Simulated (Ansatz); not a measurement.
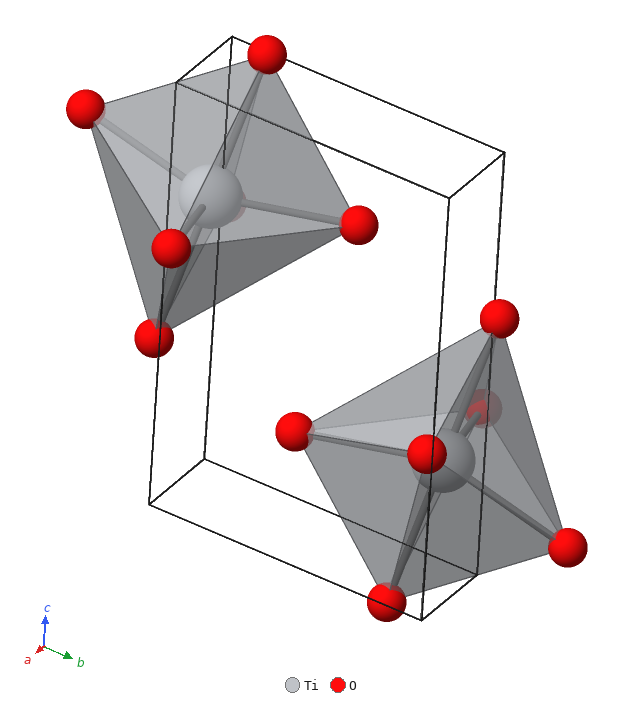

Polyhedral representation of a periodic structure, projected slightly off an axis. One simulation cell is framed, with atoms on its boundary repeated. A few atoms beyond the faces are included.

The input:
```yaml
crystal:
  lattice:
    - [2.6712058821, -2.6953222408, -0.0199768312]
    - [2.6712058821, 2.6953222408, -0.0199768312]
    - [-2.6352899207, 0.0, 4.8119333394]
  atoms:
    - { symbol: Ti, position: [0.1250075053, 0.8749924947, 0.25] }
    - { symbol: Ti, position: [0.8749924947, 0.1250075053, 0.75] }
    - { symbol: O, position: [0.3322533902, 0.0822599383, 0.6645088197] }
    - { symbol: O, position: [0.6677466098, 0.9177400617, 0.3354911803] }
    - { symbol: O, position: [0.9177400617, 0.6677466098, 0.8354911803] }
    - { symbol: O, position: [0.0822599383, 0.3322533902, 0.1645088197] }
kpoints:
  mp_grid: { grid: [8, 8, 8] }
  band_path:
    path:
      - [0.0, 0.0, 0.0]
      - [0.5, 0.4999999749, -0.4999852153]
      - [0.5, 0.4999999749, -0.2499852153]
      - [0.5, -2.51e-08, 7.3986e-06]
      - [0.0, 0.0, 0.4999999999]
      - [0.422316477, -2.12e-08, 0.2888480106]
      - [0.577683523, -2.9e-08, -0.2888332133]
      - [0.577683523, 0.422316448, -0.4999852133]
      - [0.422316477, 0.4223164558, 0.0776960106]
      - [0.0, 0.0, 0.3]
      - [0.432292, -0.432292, 0.0]
    npoints: 1
hamiltonian:
  xc: r2scan
scf:
  occupations: { method: fixed }
  n_extra_bands: 5
output:
  forces: true
  stress: true
  eigenvalues: true
  write_density: true
  write_potential: true
  elf: true
  volumetric_format: npy
```
Run as:
```sh
ansatz run input.yaml --threads 4 --pin off --max-ram 4608MiB --backend cpu --events-out ev --progress --plain --runs-dir out
```

All computed values are from Ansatz, DFT, r2SCAN, plane waves, PAW. Settings: wavefunction cutoff 500 eV, 8×8×8 k-mesh, no spin polarisation.

Does it come out as a metal, or with a gap?

A semiconductor at this level, with a gap of 2.50 eV, indirect; the smallest direct gap is 2.82 eV.

Give the pressure and its sign.

The computed pressure is -2.0 GPa (stretched: it would shrink). The stress isn't hydrostatic: its largest component is 2.9 GPa.

Its origin is a structure listed in the Materials Project. The cell was then strained or its atoms displaced on purpose. It went into a calculation with Ansatz.
